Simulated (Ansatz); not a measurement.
**TiO₂: geometry relaxation (part 2 of 2)**

The same run, continued: TiO₂ (P4₂/mnm, 6 atoms in the cell); DFT PBE+D3(BJ), scalar-relativistic, plane waves, PAW, no spin polarisation (Ansatz 0.2.0); cutoff 420 eV, 6×6×10 k-mesh, Gaussian smearing of 0.02 eV. The structure derives from an entry of the Crystallography Open Database.

Geometry of the input (Å; fractional positions):
```
4.5922  0.0000  0.0000
0.0000  4.5922  0.0000
0.0000  0.0000  2.9574
Ti 0.0000  0.0000  0.0000
Ti 0.5000  0.5000  0.5000
O  0.3050  0.3050  0.0000
O  0.1950  0.8050  0.5000
O  0.6950  0.6950  0.0000
O  0.8050  0.1950  0.5000
```

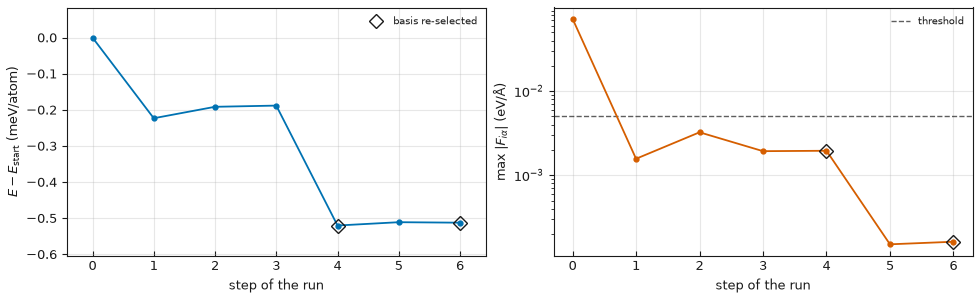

Figure 1. Progress of the relaxation, step by step (the first geometry is step 0 here and step 1 in the log). The atoms keep their places relative to the cell (all moves are under 0.005 Å). The volume changes by +0.6 %, with a = b 4.592 → 4.608 Å (+0.3 %), c 2.957 → 2.954 Å (−0.1 %). Distances before and after: Ti1–O4 1.947 → 1.951 Å. The space group stays P4_2/mnm (No. 136). The energy falls by 0.5 meV per atom in 4 geometry steps. Largest force component: 0.073 eV/Å at the start, 0.00016 eV/Å at the end. The pressure goes from 1.41 to 0.00 GPa. The basis was re-selected once at an unchanged geometry, which shifts the energy a little without any move. The energy change given includes the shifts at the re-selections in mid-walk, which come without any move. A last SCF at the same geometry on a re-selected plane-wave basis shifts the energy by next to nothing (0.0 meV per atom). (Atoms are counted from 1 in the order of the input.)

```
basis re-selected at this cell: Δ(F+E_penalty+E_count) = -8.044e-6 eV, ΔP = +0.001 GPa vs the last step (what re-selecting the basis moved, of the pressure what is left beyond the Pulay correction that the steps carried, after the strain that the cell walked since its last selection, with what the two solves' SCF thresholds leave and, on support functions, any second-order correction that the steps lacked; it is no measure of the basis error at this ecutwfc). This SCF's stress stands 3.40e-3 GPa from its target on what of the cell is left free (relax.cell.stress_tol is 5.00e-2 GPa) and its largest allowed force component is 1.62e-4 eV/Å (relax.f_tol is 5.00e-3 eV/Å): within both
SCF converged after 5 iterations
Free energy (F): -7278.775953 eV
Harris-Foulkes:  -7278.775953 eV  (|F-HF|=3.00e-11)
Internal energy: -7278.775953 eV  (E = F + TS)
E sigma→0 (E₀):  -7278.775953 eV
Fermi energy:    9.992620 eV
--- Per-component energies (eV) ---
  E_band       = -394.400839
  E_kinetic    = 1246.608338
  E_local      = -3094.850980  (includes V_loc(G=0)·N_el)
  E_nonlocal   = 196.393965
  E_hartree    = 1178.482994
  E_xc         = -492.723730
  E_vxc        = -624.029910  (∫ρ·V_xc dr)
  E_paw        = -2721.854351  (= ΣΔE_a)
  E_vpaw       = -475.498423  (= ΣTr[D̂ρ^β])
  E_aug_tail   = 0.010139  (compensation charges beyond the density's cutoff)
  E_ewald      = -3589.357582
  E_disp       = -1.484747  (pairwise vdW)
  E_smearing   = -0.000000  (= −TS)
  E_closure    = -0.000000  (closes the sum)
  Σ components = -7278.775953   (vs F -7278.775953, Δ=0.00e0)
--- Forces (eV/Å), atoms counted from 1 ---
  atom   1  Ti    -0.00000000     0.00000000     0.00000000
  atom   2  Ti    -0.00000000     0.00000000     0.00000000
  atom   3  O      0.00016243     0.00016243     0.00000000
  atom   4  O     -0.00016243     0.00016243     0.00000000
  atom   5  O     -0.00016243    -0.00016243     0.00000000
  atom   6  O      0.00016243    -0.00016243     0.00000000
  max |Σ_I F_I| component: 1.73e-18 eV/Å
--- Stress (GPa, compression-positive) ---
        0.003402       0.000000       0.000000
        0.000000       0.003402       0.000000
        0.000000       0.000000       0.000347
  P = ⅓ Tr σ = 0.0024 GPa (0.024 kbar)
--- Band table (eV; the first three rows and the last of 60) ---
  k-point 0: bands = ["-47.8120", "-47.7955", "-24.1272", "-24.1272", "-23.9646", "-23.9646", "-23.9226", "-23.8890", "-9.1225", "-7.9605", "-7.2366", "-7.2366", "3.3199", "3.7391", "4.1750", "5.2737", "5.2737", "6.5115", "6.5115", "7.1101", "8.3699", "8.6098", "8.6098", "9.0586", "10.9267", "11.2098", "11.4723", "11.5674", "11.5674", "13.4278"]
  k-point 1: bands = ["-47.8077", "-47.7920", "-24.1160", "-24.1160", "-23.9662", "-23.9625", "-23.9625", "-23.9349", "-9.0179", "-7.9007", "-7.2857", "-7.2857", "3.4664", "3.8497", "4.2902", "5.1471", "5.1471", "6.7289", "6.7289", "6.8026", "7.9462", "8.4083", "8.4083", "9.0137", "11.1811", "11.3099", "11.4040", "11.6952", "11.6952", "13.5438"]
  k-point 2: bands = ["-47.7963", "-47.7829", "-24.0857", "-24.0857", "-24.0788", "-24.0534", "-23.9577", "-23.9577", "-8.7322", "-7.7533", "-7.4140", "-7.4140", "3.8647", "4.1414", "4.6296", "4.9936", "4.9936", "6.1163", "7.0710", "7.1200", "7.1200", "7.8963", "7.8963", "8.8095", "11.2960", "11.5035", "11.6580", "12.0057", "12.0057", "13.3088"]
  k-point 59: bands = ["-47.7626", "-47.7626", "-24.3575", "-24.3575", "-23.9875", "-23.9875", "-23.9670", "-23.9670", "-7.8374", "-7.8374", "-7.5503", "-7.5503", "4.3728", "4.3728", "4.5172", "4.5172", "5.5489", "5.5489", "6.3176", "6.3176", "7.7857", "7.7857", "8.3877", "8.3877", "11.6583", "11.6583", "12.2611", "12.2611", "12.2984", "12.2984"]
--- Relaxed structure (5 steps of the walk, 5 accepted, 2 SCFs on fresh bases) ---
  F+E_penalty+E_count = -7278.77595279 eV   max|allowed force component| = 1.624e-4 eV/Å   (the final SCF, on the basis selected at the relaxed cell)
  cell:  # Å, volume = 62.7343 Å³
    - [4.608164630799672, -1.3938758004200312e-35, 0.0]
    - [-1.3938758004200312e-35, 4.608164630799672, 0.0]
    - [0.0, 0.0, 2.9542647329948144]
  atoms:
    - { symbol: Ti, position: [-1.1067021653076512e-20, -1.2050756911127757e-20, 0.0] }
    - { symbol: Ti, position: [0.5, 0.5, 0.5] }
    - { symbol: O, position: [0.3043772928395039, 0.3043772928395039, 0.0] }
    - { symbol: O, position: [0.19562270716049604, 0.8043772928395039, 0.5] }
    - { symbol: O, position: [0.695622707160496, 0.695622707160496, 0.0] }
    - { symbol: O, position: [0.8043772928395039, 0.19562270716049604, 0.5] }
```

**Trajectory as extended XYZ (Å, eV, eV/Å), 7 frames, from step=1 to step=7**
```
6
Lattice="4.5922 0.0000 0.0000 0.0000 4.5922 0.0000 0.0000 0.0000 2.9574" Properties=species:S:1:pos:R:3:forces:R:3 step=1 energy=-7278.77288 pressure_GPa=1.41
Ti    0.0000    0.0000    0.0000    0.0000   0.0000   0.0000
Ti    2.2961    2.2961    1.4787    0.0000   0.0000   0.0000
O     1.4004    1.4004    0.0000   -0.0726  -0.0726   0.0000
O     0.8957    3.6965    1.4787    0.0726  -0.0726   0.0000
O     3.1918    3.1918    0.0000    0.0726   0.0726   0.0000
O     3.6965    0.8957    1.4787   -0.0726   0.0726   0.0000
6
Lattice="4.6075 0.0000 0.0000 0.0000 4.6075 0.0000 0.0000 0.0000 2.9503" Properties=species:S:1:pos:R:3:forces:R:3 step=2 energy=-7278.77422 pressure_GPa=0.37
Ti    0.0000    0.0000    0.0000    0.0000   0.0000   0.0000
Ti    2.3038    2.3038    1.4751    0.0000   0.0000   0.0000
O     1.4021    1.4021    0.0000    0.0016   0.0016   0.0000
O     0.9017    3.7058    1.4751   -0.0016   0.0016   0.0000
O     3.2055    3.2055    0.0000   -0.0016  -0.0016   0.0000
O     3.7058    0.9017    1.4751    0.0016  -0.0016   0.0000
6
Lattice="4.6077 0.0000 0.0000 0.0000 4.6077 0.0000 0.0000 0.0000 2.9541" Properties=species:S:1:pos:R:3:forces:R:3 step=3 energy=-7278.77403 pressure_GPa=0.03
Ti    0.0000    0.0000    0.0000    0.0000   0.0000   0.0000
Ti    2.3038    2.3038    1.4770    0.0000   0.0000   0.0000
O     1.4026    1.4026    0.0000   -0.0032  -0.0032   0.0000
O     0.9012    3.7064    1.4770    0.0032  -0.0032   0.0000
O     3.2051    3.2051    0.0000    0.0032   0.0032   0.0000
O     3.7064    0.9012    1.4770   -0.0032   0.0032   0.0000
6
Lattice="4.6076 0.0000 0.0000 0.0000 4.6076 0.0000 0.0000 0.0000 2.9544" Properties=species:S:1:pos:R:3:forces:R:3 step=4 energy=-7278.77401 pressure_GPa=-0.00
Ti    0.0000    0.0000    0.0000    0.0000   0.0000   0.0000
Ti    2.3038    2.3038    1.4772    0.0000   0.0000   0.0000
O     1.4025    1.4025    0.0000   -0.0019  -0.0019   0.0000
O     0.9013    3.7063    1.4772    0.0019  -0.0019   0.0000
O     3.2051    3.2051    0.0000    0.0019   0.0019   0.0000
O     3.7063    0.9013    1.4772   -0.0019   0.0019   0.0000
6
Lattice="4.6076 0.0000 0.0000 0.0000 4.6076 0.0000 0.0000 0.0000 2.9544" Properties=species:S:1:pos:R:3:forces:R:3 step=5 energy=-7278.77600 pressure_GPa=0.05
Ti    0.0000    0.0000    0.0000    0.0000   0.0000   0.0000
Ti    2.3038    2.3038    1.4772    0.0000   0.0000   0.0000
O     1.4025    1.4025    0.0000   -0.0020  -0.0020   0.0000
O     0.9013    3.7063    1.4772    0.0020  -0.0020   0.0000
O     3.2051    3.2051    0.0000    0.0020   0.0020   0.0000
O     3.7063    0.9013    1.4772   -0.0020   0.0020   0.0000
6
Lattice="4.6082 0.0000 0.0000 0.0000 4.6082 0.0000 0.0000 0.0000 2.9543" Properties=species:S:1:pos:R:3:forces:R:3 step=6 energy=-7278.77595 pressure_GPa=0.00
Ti    0.0000    0.0000    0.0000    0.0000   0.0000   0.0000
Ti    2.3041    2.3041    1.4771    0.0000   0.0000   0.0000
O     1.4026    1.4026    0.0000    0.0002   0.0002   0.0000
O     0.9015    3.7067    1.4771   -0.0002   0.0002   0.0000
O     3.2055    3.2055    0.0000   -0.0002  -0.0002   0.0000
O     3.7067    0.9015    1.4771    0.0002  -0.0002   0.0000
6
Lattice="4.6082 0.0000 0.0000 0.0000 4.6082 0.0000 0.0000 0.0000 2.9543" Properties=species:S:1:pos:R:3:forces:R:3 step=7 energy=-7278.77595 pressure_GPa=0.00
Ti    0.0000    0.0000    0.0000    0.0000   0.0000   0.0000
Ti    2.3041    2.3041    1.4771    0.0000   0.0000   0.0000
O     1.4026    1.4026    0.0000    0.0002   0.0002   0.0000
O     0.9015    3.7067    1.4771   -0.0002   0.0002   0.0000
O     3.2055    3.2055    0.0000   -0.0002  -0.0002   0.0000
O     3.7067    0.9015    1.4771    0.0002  -0.0002   0.0000
```

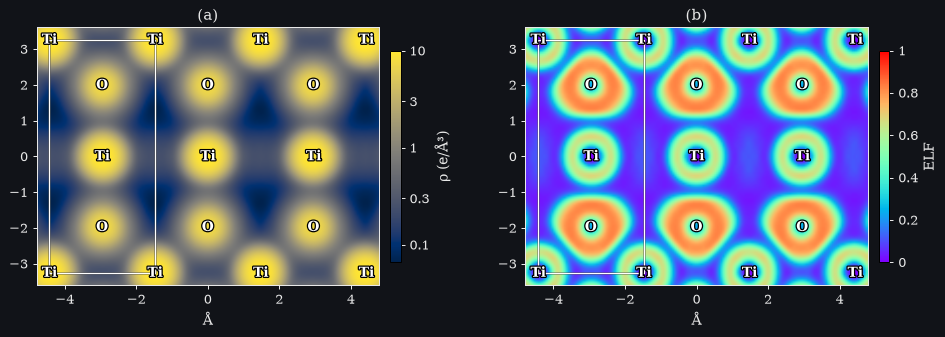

Figure 2. (a) valence charge density (pseudo); (b) electron localisation function on the (110) plane of the conventional cell. The section cuts through Ti and O sites. Ti–O (1.95 Å): the density is about 0.72 e/Å³ at the midpoint; the ELF is about 0.20 at the midpoint. Away from the nuclei the density in this plane falls to 0.07 e/Å³ at its lowest. The strong features right at Ti lie inside the PAW spheres (semicore, d or f shells) and say nothing about bonding. In a PAW calculation such maps are meaningful between the atoms, not at the nuclei.

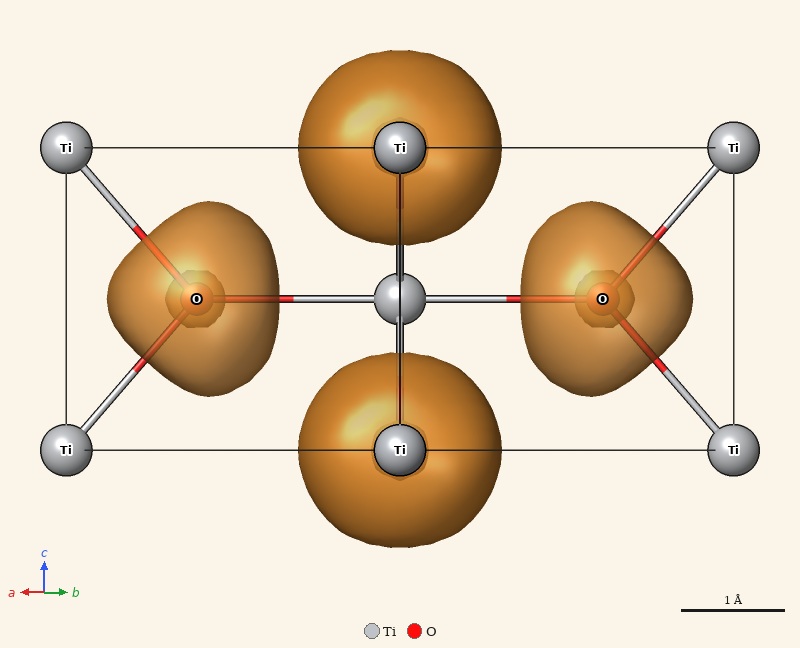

Figure 3. Isosurface of the ELF at 0.6 (orange), seen along [110]. Only the valence region is drawn (cores and ρ < 0.01 e/Å³ removed). Sticks mark near contacts. The outline is the cell set on symmetry axes. Along the contacts the grid gives the following. Ti–O (1.95 Å): the ELF is about 0.20 at the midpoint.

**Key numbers**

- outcome: converged
- space group (tolerance 0.01 Å): P4₂/mnm (136)
- electrons treated: 48
- free energy: −7278.7760 eV
- Fermi energy: 9.993 eV
- gap on the k-point mesh: 1.87 eV
- pressure: 0.00 GPa
- final volume: 62.73 Å³
- largest force (length of the vector) at the end: under 0.001 eV/Å
- final cell: a = 4.608 Å, b = 4.608 Å, c = 2.954 Å, α = 90.00°, β = 90.00°, γ = 90.00°
- wall time: 3.9 s (CPU time 25 s)
- peak memory: 0.56 GiB
